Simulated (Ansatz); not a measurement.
Read the following structure.

```yaml
crystal:
  lattice:
    - [5.36938, 0.00000, 0.00000]
    - [-2.68469, 4.65002, 0.00000]
    - [0.00000, 0.00000, 5.01085]
  atoms:
    - { symbol: Ta, position: [0.66744, 0.66744, 0.75186] }
    - { symbol: Ta, position: [0.00000, 0.33256, 0.75186] }
    - { symbol: Ta, position: [0.33256, 0.00000, 0.75186] }
    - { symbol: Ta, position: [0.33256, 0.33256, 0.24814] }
    - { symbol: Ta, position: [0.00000, 0.66744, 0.24814] }
    - { symbol: Ta, position: [0.66744, 0.00000, 0.24814] }
    - { symbol: N, position: [0.66667, 0.33333, 0.50000] }
    - { symbol: N, position: [0.33333, 0.66667, 0.50000] }
    - { symbol: N, position: [0.00000, 0.00000, 0.00000] }
```

Q: Characterise the structure given above.

A: Formula: Ta2N. It is primitive hexagonal, space group P-31m (No. 162). It has 9 atoms to the cell (6 Ta, 3 N). The numbers of neighbours within bonding distance are Ta 15 and N 6.

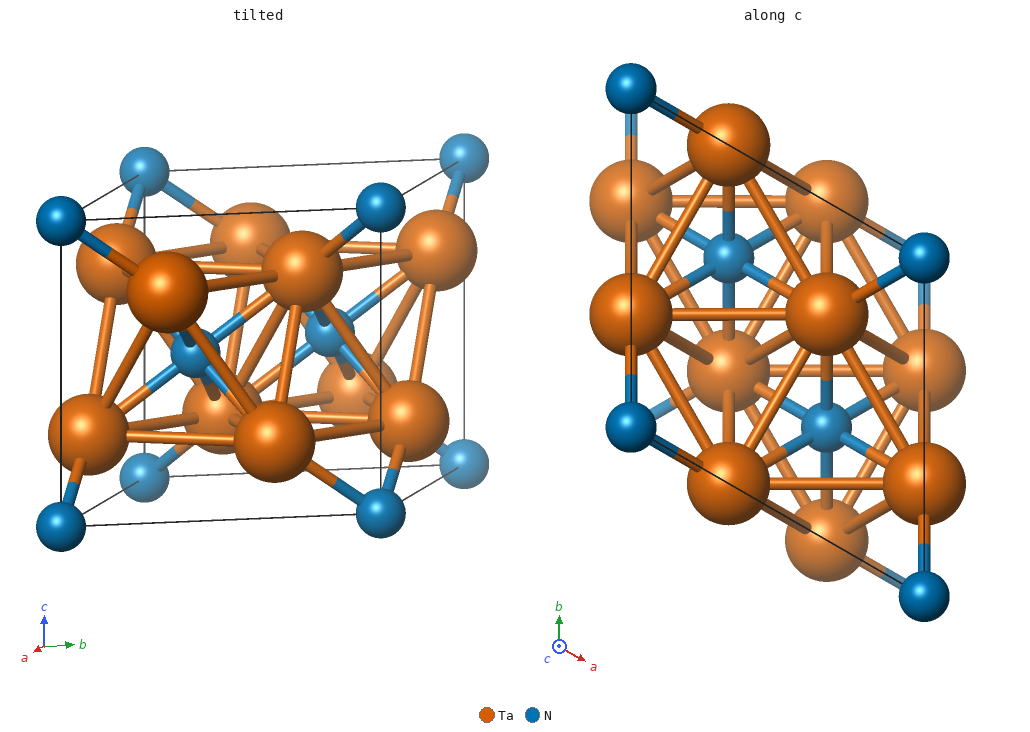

The figure gives a ball-and-stick picture of the atoms, viewed slightly off an axis and along the c axis. One conventional unit cell is framed, with atoms on its boundary repeated.

The structure was taken from a structure listed in the Materials Project. The cell was then strained or its atoms displaced on purpose. The atoms were relaxed in a fixed cell with DFT PBEsol, scalar-relativistic, plane waves, PAW (Ansatz).

At this level of theory the cell isn't at rest (stretched, at -16 GPa), so its distances can differ from those at equilibrium, the more so the softer the solid.
